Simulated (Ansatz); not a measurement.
## Electronic structure of C in real space

```cif
data_structure
_symmetry_space_group_name_H-M 'P 1'
_symmetry_Int_Tables_number 1
_cell_length_a 2.5065
_cell_length_b 2.5444
_cell_length_c 3.5715
_cell_angle_alpha 90.000
_cell_angle_beta 90.000
_cell_angle_gamma 90.000
_cell_volume 22.78
loop_
_atom_site_label
_atom_site_type_symbol
_atom_site_fract_x
_atom_site_fract_y
_atom_site_fract_z
_atom_site_occupancy
C1 C 0.00000 0.75000 0.62500 1
C2 C 0.50000 0.25000 0.12500 1
C3 C 0.50000 0.75000 0.87500 1
C4 C 0.00000 0.25000 0.37500 1
```

Space group Imma; changed on purpose from its base cell (strain +0.0150 x Voigt [0, 0, 0, 1, 0, 0], atoms carried along).

The calculation used Ansatz 0.2.0, DFT PBE, scalar-relativistic, plane waves, PAW.

Core electrons are frozen (PAW), and the valence fields are smoothed inside the atomic spheres.

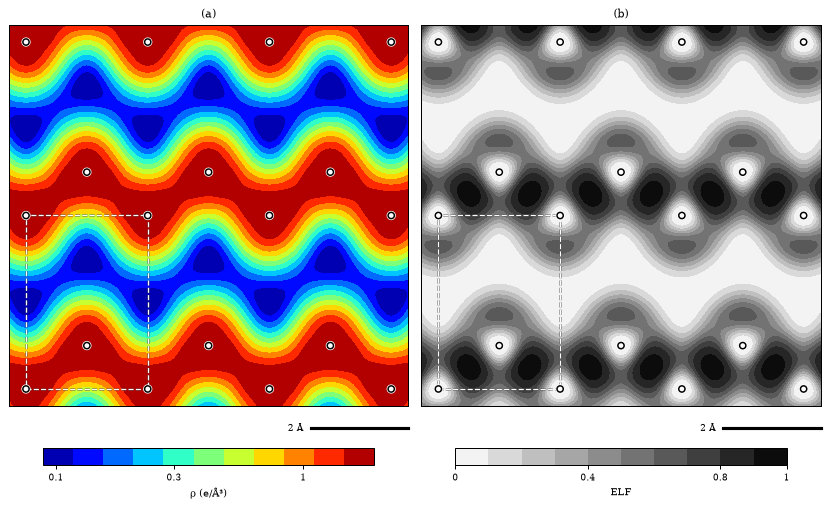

Figure 1. (a) valence charge density (pseudo); (b) electron localisation function on the (010) plane of the conventional cell. Circles mark the nuclei in the plane (C).

> Interpret the plot.

- The section cuts through C sites.
- C–C (1.54 Å): ρ is about 1.6 e/Å³ halfway; the ELF peaks at about 0.95 between the atoms; localised, covalent bonding.
- Between the atoms the lowest density in this plane is 0.09 e/Å³.

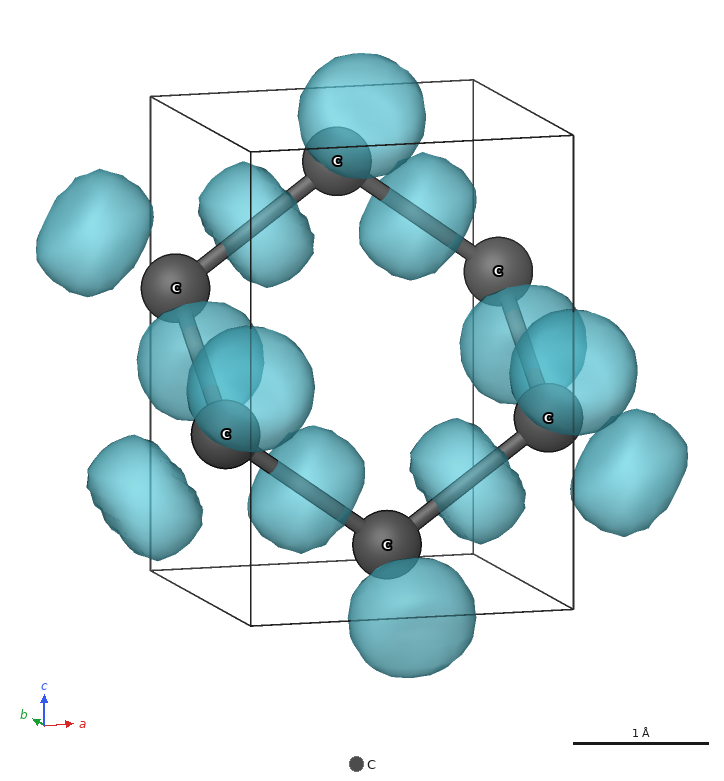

Figure 2. Isosurface of the electron localisation function at 0.75 (cyan), seen slightly off an axis. Core shells and regions of very low density are left out. Sticks mark near contacts.

> What do the ELF domains correspond to?

The surface consists of eight regions between bonded C–C atoms (shared pairs), counted in one cell of 4 atoms. Regions shared between cells count once.

> Does the calculation make it a metal, or give it a gap?

It is gapped, with a Kohn–Sham gap of 4.1 eV on the k-point mesh, an upper bound to the gap of this method.
